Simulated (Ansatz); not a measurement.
# A series of single points on W

System: W (2 atoms in the cell).
Method: DFT LDA, scalar-relativistic, plane waves, PAW, no spin polarisation (Ansatz 0.2.0).

The 6 runs differ only in the geometry, by a shift of atoms along one path in a fixed cell. The shift s is measured from run 4: W1 moves along the Cartesian direction (0.00, 1.00, 0.00), and W2 with it in fixed proportion. The structure derives from an entry of the Crystallography Open Database.

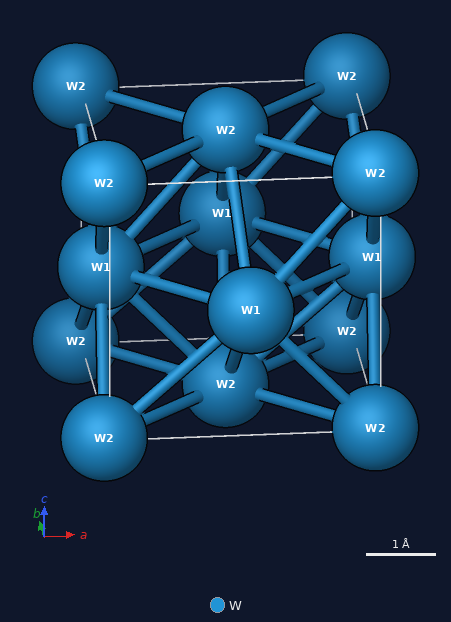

Figure 1. The structure of run 4 (ball-and-stick view of the cell 2 times as large as that of the calculation, set on its symmetry axes, seen at an oblique angle; atoms are numbered from 1 in the order of the input).

### Input of run 4
```yaml
crystal:
  lattice:
    - [0.0, -1.98627029, -1.98627029]
    - [0.0, 1.98627029, -1.98627029]
    - [3.97254058, 0.0, 0.0]
  atoms:
    - { symbol: W, position: [0.5203396286, 0.4796603714, 0.4897294945] }
    - { symbol: W, position: [-0.0203396286, 0.0203396286, 0.0102705055] }
basis:
  ecutwfc: 420
kpoints:
  mp_grid: { grid: [16, 16, 12] }
hamiltonian:
  xc: lda
scf:
  occupations: { method: gaussian, width: 0.15 }
output:
  forces: true
  stress: true
  eigenvalues: true
```

Command:
```bash
ansatz run input.yaml --threads 2 --pin off --max-ram 4096MiB --backend cpu --events-out ev --progress --plain --runs-dir out
```

Lattice vectors (Å) and fractional positions of run 4:
```
   0.000000   -1.986270   -1.986270
   0.000000    1.986270   -1.986270
   3.972541    0.000000    0.000000
W   0.520340  0.479660  0.489729
W  -0.020340  0.020340  0.010271
```

Run 3 differs from it as follows:
```diff
-    - { symbol: W, position: [0.5203396286, 0.4796603714, 0.4897294945] }
-    - { symbol: W, position: [-0.0203396286, 0.0203396286, 0.0102705055] }
+    - { symbol: W, position: [0.5305094429, 0.4694905571, 0.4897294945] }
+    - { symbol: W, position: [-0.0305094429, 0.0305094429, 0.0102705055] }
```

### Results, with one run withheld

```csv
run,shift s of W1 (Å),"free energy per atom, from the lowest run given (meV)",pressure (GPa),force along the path (eV/Å)
1,−0.1212,145.86,10.66,3.237
2,−0.0808,90.17,7.17,2.335
3,−0.0404,?,?,?
4,0.0000,22.04,2.47,1.085
5,0.0404,5.55,1.28,0.548
6,0.0808,0.00,0.86,0.000
```

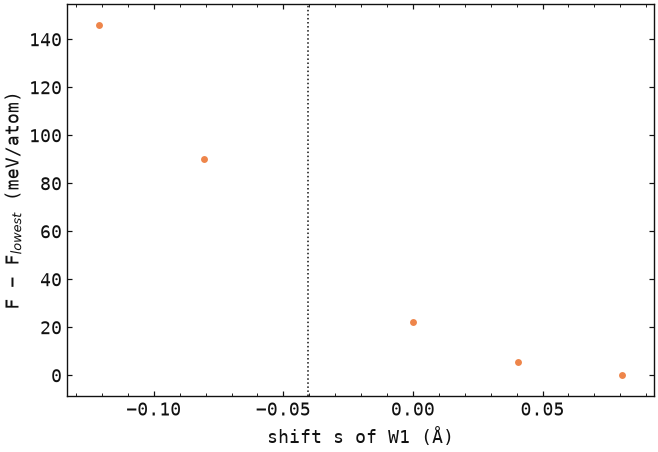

Figure 2. Free energy per atom of the runs given; the dotted line marks run 3.

What should run 3 give?

A cubic polynomial in the coordinate, fitted to the 5 runs given, misses them by at most 0.24 meV per atom. With x = s + 0.0162, it reads F = 31.404 − 652.87 x + 3756.9 x² − 3831.5 x³ (meV per atom). At run 3 it gives 49.46 meV per atom, and the run itself gives 49.84. The slope of the fit gives a force −dF/ds of 1.683 eV/Å along the path (summed over the atoms that move), and the printed forces give 1.679 eV/Å. The fit has no minimum inside this range.

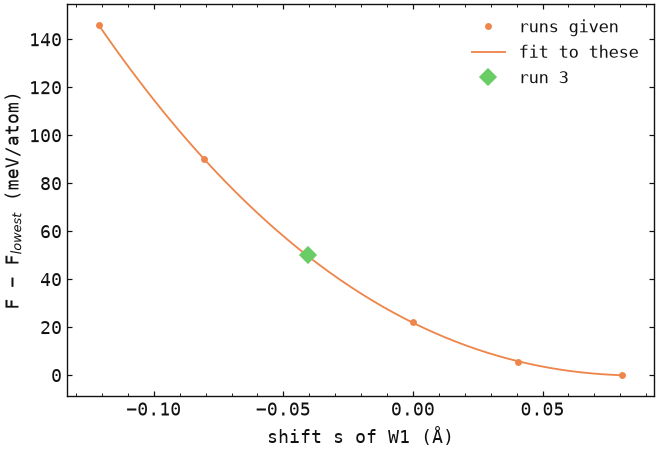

Figure 3. The fit and the withheld run.

### Output, shortened to warnings, some set-up lines, iterations and results (run 3)
```
Basis set: ecut = 420 eV, 633 PW (Γ)
Symmetry: 4 space group operations
k-points: 826 of 3072
Initial density: superposition of atomic densities (neutral atoms: chi_scale 0, normalization atom), corrected by the library's trained network
[...]
SCF iter   1: F=—  HF=-20258.569119 eV  |F-HF|=—  |Δ(HF+E_count)|=         —  Δρ=8.32e-3  dr2=1.79e-2  ethr=1.77e-3  ⟨swp⟩=5.0  Hψ=63340  notcnv=0
SCF iter   2: F=—  HF=-20258.565503 eV  |F-HF|=—  |Δ(HF+E_count)|=   3.62e-3  Δρ=5.10e-3  dr2=6.93e-3  ethr=6.40e-5  ⟨swp⟩=1.1  Hψ=21598  notcnv=0
SCF iter   3: F=—  HF=-20258.563229 eV  |F-HF|=—  |Δ(HF+E_count)|=   2.27e-3  Δρ=2.73e-4  dr2=1.14e-5  ethr=2.47e-5  ⟨swp⟩=2.1  Hψ=20731  notcnv=0
SCF iter   4: F=—  HF=-20258.563224 eV  |F-HF|=—  |Δ(HF+E_count)|=   5.05e-6  Δρ=9.30e-5  dr2=4.98e-6  ethr=4.06e-8  ⟨swp⟩=2.0  Hψ=26646  notcnv=0
SCF iter   5: F=—  HF=-20258.563223 eV  |F-HF|=—  |Δ(HF+E_count)|=   1.43e-6  Δρ=3.44e-5  dr2=9.78e-7  ethr=1.78e-8  ⟨swp⟩=2.0  Hψ=22350  notcnv=0
SCF iter   6: F=-20258.563222 eV  HF=-20258.563222 eV  |F-HF|=4.64e-9  |Δ(HF+E_count)|=   2.82e-7  Δρ=8.87e-6  dr2=8.79e-9  ethr=3.57e-10  ⟨swp⟩=3.2  Hψ=60049  notcnv=0
SCF 1 converged in 6 iterations: F = -20258.563222 eV  dr2 = 8.79e-9
SCF converged after 6 iterations
Free energy (F): -20258.563222 eV
Harris-Foulkes:  -20258.563222 eV  (|F-HF|=4.64e-9)
Internal energy: -20258.539210 eV  (E = F + TS)
E sigma→0 (E₀):  -20258.551216 eV
Entropy (-TS):   -0.024012 eV (-12.006 meV/atom)
Fermi energy:    22.109542 eV
--- Per-component energies (eV) ---
  E_band       = -161.096067
  E_kinetic    = 904.643894
  E_local      = -1215.714763  (includes V_loc(G=0)·N_el)
  E_nonlocal   = 14.418343
  E_hartree    = 437.645800
  E_xc         = -530.874828
  E_vxc        = -478.906584  (∫ρ·V_xc dr)
  E_paw        = -16619.814739  (= ΣΔE_a)
  E_vpaw       = -260.827290  (= ΣTr[D̂ρ^β])
  E_aug_tail   = -0.000129  (compensation charges beyond the density's cutoff)
  E_ewald      = -3249.409095
  E_core_change = 0.566306  (= ΣΔE_core)
  E_smearing   = -0.024012  (= −TS)
  E_closure    = -0.000000  (closes the sum)
  Σ components = -20258.563222   (vs F -20258.563222, Δ=0.00e0)
--- Forces (eV/Å), atoms counted from 1 ---
  atom   1  W      1.07470332     0.83925734     0.00000000
  atom   2  W     -1.07470332    -0.83925734     0.00000000
  max |Σ_I F_I| component: 1.11e-16 eV/Å
--- Stress (GPa, compression-positive) ---
        5.093744      -3.364413       0.000000
       -3.364412       0.822321       0.000000
        0.000000       0.000000       7.331058
  P = ⅓ Tr σ = 4.4157 GPa (44.157 kbar)
```

Notes: Spin–orbit coupling is left out, which matters for W.
